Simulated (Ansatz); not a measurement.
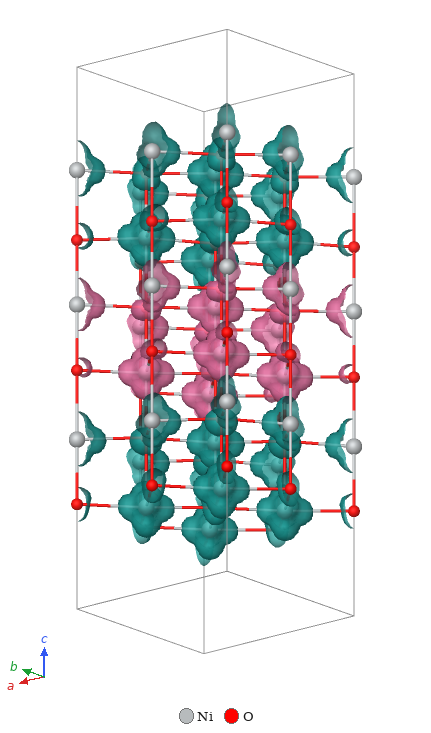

The picture shows: NiO (slab). Isosurfaces of the spin density at +0.15 (teal) and −0.15 e/Å³ (pink), seen at an oblique angle. Sticks mark near contacts.

The program warned that a starting moment wasn't kept; spin-polarised.

Level of theory: Ansatz, DFT PBEsol, scalar-relativistic, plane waves, PAW.

Core electrons are frozen (PAW), and the valence fields are smoothed inside the atomic spheres.

```
CELL_PARAMETERS angstrom
2.91053 0.00000 0.00000
0.00000 2.91053 0.00000
0.00000 0.00000 25.29029
ATOMIC_POSITIONS crystal
Ni 0.50000 0.50000 0.29415
O 0.00000 0.00000 0.29605
Ni 0.00000 0.00000 0.37544
O 0.50000 0.50000 0.37993
Ni 0.50000 0.50000 0.45908
O 0.00000 0.00000 0.46038
Ni 0.00000 0.00000 0.54092
O 0.50000 0.50000 0.53962
Ni 0.50000 0.50000 0.62456
O 0.00000 0.00000 0.62007
Ni 0.00000 0.00000 0.70585
O 0.50000 0.50000 0.70395
```

Where is the spin, and how is it ordered?

The spin density sits on Ni: +1.3 μB (×2), +1.1 μB (×2) and −1.1 μB (×2) in one cell of 12 atoms, with smaller moments on other sites: O (±0.21 μB): ferrimagnetic (opposed moments on unlike sites) in this solution. The cell of the calculation (12 atoms) carries 3.3 μB of net spin moment.
